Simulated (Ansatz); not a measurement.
# Field-gradient calculation, with input and output: MgB$_{2}$

The run: field-gradient calculation of MgB$_{2}$ (P-1, 3 atoms in the cell). Method and program: DFT, PBE, all-electron PAW with datasets made for the crystal, scalar-relativistic, no spin polarisation (Ansatz 0.2.0).

The structure derives from an entry of the Crystallography Open Database. It belongs to a series of runs on one base structure; here: equal xy, yz and zx shear strains of +3 %, crystal datasets. Figures and captions count atoms from 1; the log counts them from 0 in places.

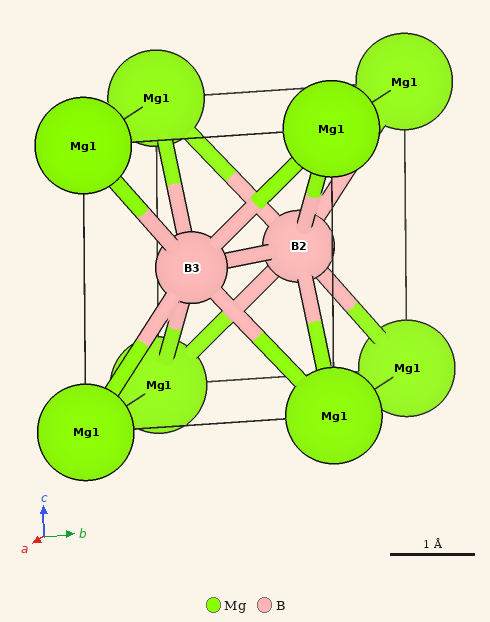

The structure (ball-and-stick view of the cell of the calculation, seen slightly off an axis; atoms are numbered from 1 in the order of the input). Near neighbours in the crystal (not all of them lie inside the picture): Mg has 12 B at 2.47 to 2.57 Å; B has 3 B at 1.76 to 1.80 Å and 6 Mg at 2.47 to 2.57 Å.

## Summary

- outcome: converged
- space group (tolerance 0.01 Å): P-1 (2)
- electrons in bands (core shells apart): 8
- free energy: −6804.1367 eV
- Fermi energy: 9.137 eV
- pressure: −0.74 GPa
- field gradient V_zz (10²¹ V/m²): Mg 0.59, B 1.74, B 1.74
- largest force (length of the vector): 0.069 eV/Å
- hardware: 1 thread of Intel Xeon (Sapphire Rapids), 64 GiB of memory available, shared host
- wall time: 33 s
- peak memory: 0.9 GiB

## Input
```yaml
crystal:
  lattice:
    - [3.0850007055, 0.0462750106, 0.0462750106]
    - [-1.5024250181, 2.6485514764, 0.0169378294]
    - [0.052845, 0.052845, 3.523]
  atoms:
    - { symbol: Mg, position: [0.0, 0.0, 0.0] }
    - { symbol: B, position: [0.3333333333, 0.6666666667, 0.5] }
    - { symbol: B, position: [0.6666666667, 0.3333333333, 0.5] }
kpoints:
  mp_grid: { grid: [12, 12, 9] }
scf:
  occupations: { method: fermi_dirac, width: 0.05 }
hamiltonian:
  xc: pbe
  pseudopotentials: { kind: all_electron, datasets: crystal }
output:
  forces: true
  stress: true
  eigenvalues: true
  efg: { contact_densities: true }
```

Run as:
```bash
ansatz run input.yaml --threads 1 --pin off --max-ram 6144MiB --backend cpu --events-out ev --progress --plain --runs-dir out
```

## The program's output
```
hamiltonian.pseudopotentials.datasets: crystal makes datasets for this crystal and solves the spheres of its atoms anew in each pass: cutoff 320.0 eV, the density's 1280.0 eV; recipe 194b236a7033.33, for an error of 0.50 meV an atom under PBE, 1.5 meV for the cell; an energy difference from a run of another recipe may be off by several times the error for the cell, under r2SCAN by more, where some 0.1 meV an atom stays at smaller errors; B in spheres of 0.878 Å, 3 of its electrons in bands; Mg in spheres of 1.376 Å, 2 of its electrons in bands, 8 on its site; only band paths and densities of states list, in semicore columns, the levels of the semicore shells that are solved separately: 2s of Mg, 2p of Mg
Engine: ansatz 0.2.0, x86_64-unknown-linux-gnu
Pseudopotentials: kind: all_electron
Pseudopotential: Mg, paw, valence charge 10, recommended cutoff 320 eV (normal), crystal/all_electron/pbe/scalar/gaussian/Mg, Koelling and Harmon's equation, gaussian nucleus
Pseudopotential: B, paw, valence charge 3, recommended cutoff 320 eV (normal), crystal/all_electron/pbe/scalar/gaussian/B, Koelling and Harmon's equation, gaussian nucleus
Functional definition: PBE
  parameter kappa = 0.804
  parameter beta = 0.06672455060314922
  exchange = pbe_x(kappa = kappa, mu = beta*pi^2/3)
  correlation = pbe_c(beta = beta)
Crystal: 3 atoms, lattice volume = 29.018 Å³
Basis set: ecut = 320 eV, 375 PW (Γ), exchange–correlation on 40×36×48 points (8 copies of the dense FFT grid, shifted against one another)
Bands: 8, of which v1, the nominal top of the filled ones, is band 4 counted from 1 (3 counted from 0)
Symmetry: 2 space group operations
Space group: P-1 (ITA 2), of the structure as read, at distance tolerance 3.1e-5 Å
k-points: 650 of 1296
Non-local potential: Mg, projectors of the file, l = 0: 1, l = 1: 1
Non-local potential: B, projectors of the file, l = 0: 1, l = 1: 1
PAW form: soft (Blöchl's): semilocal exchange-correlation on the pseudo side does not see the compensation charge
PAW one-centre angular grid: Mg, 110 points (default); XC on its mesh's 2015 points in the sphere
PAW one-centre angular grid: B, 110 points (default); XC on its mesh's 1933 points in the sphere
Initial density: superposition of atomic densities (neutral atoms: chi_scale 0, normalization atom)
Initial wavefunctions: pseudopotential atomic-orbital guess
Functional: x = pbe(κ = 0.804, μ = 0.2195149727645171), c = pbe(β = 0.06672455060314922)
iter 1 solved again at ethr=5.09e-2 eV; its pass at ethr=1.00e-1 eV (dr2=4.07e0 eV) is discarded
SCF iter   1: F=—  HF=-6805.460633 eV  |F-HF|=—  |Δ(HF+E_count)|=         —  Δρ=9.07e-2  dr2=4.19e0  ethr=5.09e-2  ⟨swp⟩=2.0  Hψ=29832  notcnv=0
preconditioner: auto → none  [metal: Δε(μ)=0.038 eV  Ē_g=11.763 eV  σ=0.050 eV  W_gap=0.19  n_scr=2 (ndim 8)  ℏωp=19.5 eV  f_vac=0.000  D(μ)=0.40/eV (n_scr^D=0)  sad-step TF]
SCF iter   2: F=—  HF=-6804.637714 eV  |F-HF|=—  |Δ(HF+E_count)|=   8.23e-1  Δρ=5.28e-2  dr2=1.55e0  ethr=5.09e-2  ⟨swp⟩=2.1  Hψ=10446  notcnv=0  defer=21
SCF iter   3: F=—  HF=-6804.191558 eV  |F-HF|=—  |Δ(HF+E_count)|=   4.46e-1  Δρ=1.85e-2  dr2=1.56e-1  ethr=1.93e-2  ⟨swp⟩=3.4  Hψ=15275  notcnv=0  defer=94
iter 4 solved again at ethr=1.32e-5 eV; its pass at ethr=1.95e-3 eV (dr2=1.05e-3 eV) is discarded
SCF iter   4: F=—  HF=-6804.137543 eV  |F-HF|=—  |Δ(HF+E_count)|=   5.40e-2  Δρ=2.09e-3  dr2=9.43e-4  ethr=1.32e-5  ⟨swp⟩=3.0  Hψ=25093  notcnv=0  defer=51
eigensolver tolerance schedule: the retry pair's looser diagonalisation over-reported the residual by 0.12 of it (diagonalisation noise at 0.12 of the residual, at the tolerance the schedule requests for it); recorded, not acted on — ethr = c·dr2/N_el stays at c = 1.0e-1
SCF iter   5: F=—  HF=-6804.136852 eV  |F-HF|=—  |Δ(HF+E_count)|=   6.91e-4  Δρ=6.12e-4  dr2=1.80e-4  ethr=1.18e-5  ⟨swp⟩=2.3  Hψ=8335  notcnv=0  defer=25
SCF iter   6: F=—  HF=-6804.136754 eV  |F-HF|=—  |Δ(HF+E_count)|=   9.79e-5  Δρ=1.39e-4  dr2=9.84e-6  ethr=2.25e-6  ⟨swp⟩=2.0  Hψ=11291  notcnv=0  defer=26
SCF iter   7: F=—  HF=-6804.136747 eV  |F-HF|=—  |Δ(HF+E_count)|=   7.27e-6  Δρ=2.77e-5  dr2=2.95e-7  ethr=1.23e-7  ⟨swp⟩=2.6  Hψ=8477  notcnv=0  defer=9
SCF iter   8: F=-6804.136747 eV  HF=-6804.136747 eV  |F-HF|=5.33e-9  |Δ(HF+E_count)|=   1.87e-7  Δρ=4.13e-6  dr2=6.89e-9  ethr=3.69e-9  ⟨swp⟩=2.9  Hψ=8989  notcnv=0  defer=5
SCF 1 converged in 8 iterations: F = -6804.136747 eV  dr2 = 6.89e-9
  Residual-converged pass: ⟨swp⟩=3.1  Hψ=9995  notcnv=0  max |occ|·‖R‖ = 6.5e-6 eV (tolerance 6.5e-6 eV)  dr2=6.54e-9  dr2_onsite=3.51e-9  max |Δocc| = 1.4e-9
  greatest PAW one-centre occupation: 0.266 electrons in one spin orbital (limit 2), on the B atom at site 2 (counted from 0), in its partial waves of l = 0
SCF converged after 8 iterations
Free energy (F): -6804.136747 eV
Harris-Foulkes:  -6804.136747 eV  (|F-HF|=5.33e-9)
Internal energy: -6804.131486 eV  (E = F + TS)
E sigma→0 (E₀):  -6804.134117 eV
Entropy (-TS):   -0.005261 eV (-1.754 meV/atom)
Past the cutoff: the bands carry plane waves up to 1.75 times it, of which those up to 1.5 times it add -0.000356 eV an atom, each by itself; the spheres take 0.000198 eV an atom off the energy for waves past 1.75 times it
By the cutoff:   a pressure is off by up to 0.009 GPa (1.2 times the spheres' own share and the shells' term, over an atom's volume, and 0.004 GPa: a bound that held against runs at twice the plane waves)
Past the cutoffs: a stress includes 0.0030 GPa for waves and charges beyond them, in addition to the slope of what the spheres take
In the spheres:  the bands' charges fall short by 2.1e-6 e at most (sound up to 1e-3), those of shells solved beside the bands by 3.0e-8 e (sound up to 5e-4)
Fermi energy:    9.136530 eV
--- Per-component energies (eV) ---
  E_band       = 34.118304
  E_kinetic    = 100.376132
  E_local      = -477.560049  (includes V_loc(G=0)·N_el)
  E_nonlocal   = 13.117017
  E_hartree    = 273.631744
  E_xc         = -75.525526
  E_vxc        = -94.718012  (∫ρ·V_xc dr)
  E_paw        = -7797.801135  (= ΣΔE_a)
  E_vpaw       = -2218.870081  (= ΣTr[D̂ρ^β])
  E_ewald      = -1004.877856
  E_smearing   = -0.005261  (= −TS)
  E_closure    = 2164.508186  (closes the sum)
  Σ components = -6804.136747   (vs F -6804.136747, Δ=0.00e0)
  The terms above E_closure are by the made datasets' own strengths, without shells solved beside the bands.
--- Forces (eV/Å), atoms counted from 1 ---
  atom   1  Mg     0.00000000     0.00000000     0.00000000
  atom   2  B     -0.06777093    -0.00644044    -0.01032584
  atom   3  B      0.06777093     0.00644044     0.01032584
  max |Σ_I F_I| component: 0.00e0 eV/Å
--- Stress (GPa, compression-positive) ---
       -0.998821      -5.760976      -2.208341
       -5.760976      -1.213955      -2.213949
       -2.208341      -2.213949      -0.001138
  P = ⅓ Tr σ = -0.7380 GPa (-7.380 kbar)
  It holds what live shells' own plane waves past their cutoff add
--- PAW observables at the nuclei: V_zz in 10²¹ V/m², potentials from the cell's mean, atoms counted from 1 ---
  atom   1  Mg V_zz =    +0.594218   η = 0.9793   by run symmetry: allowed
            electrostatic potential = -1103.199151 V   contact ρ = 7801.719028 e/Å³
  atom   2  B  V_zz =    +1.737992   η = 0.1184   by run symmetry: allowed
            electrostatic potential = -325.911126 V   contact ρ = 486.589387 e/Å³
  atom   3  B  V_zz =    +1.737992   η = 0.1184   by run symmetry: allowed
            electrostatic potential = -325.911126 V   contact ρ = 486.589387 e/Å³
--- Band table (eV; the first three rows and the last of 650) ---
  k-point 0: bands = ["-3.2340", "6.2564", "9.4415", "9.6124", "10.8591", "15.2229"]
  k-point 1: bands = ["-3.1275", "5.4603", "9.4833", "9.6517", "11.9025", "15.2608"]
  k-point 2: bands = ["-2.8241", "4.0301", "9.5912", "9.7529", "14.0665", "15.3670"]
  k-point 649: bands = ["1.7170", "2.2578", "5.8509", "7.0676", "8.0839", "14.3164"]
```
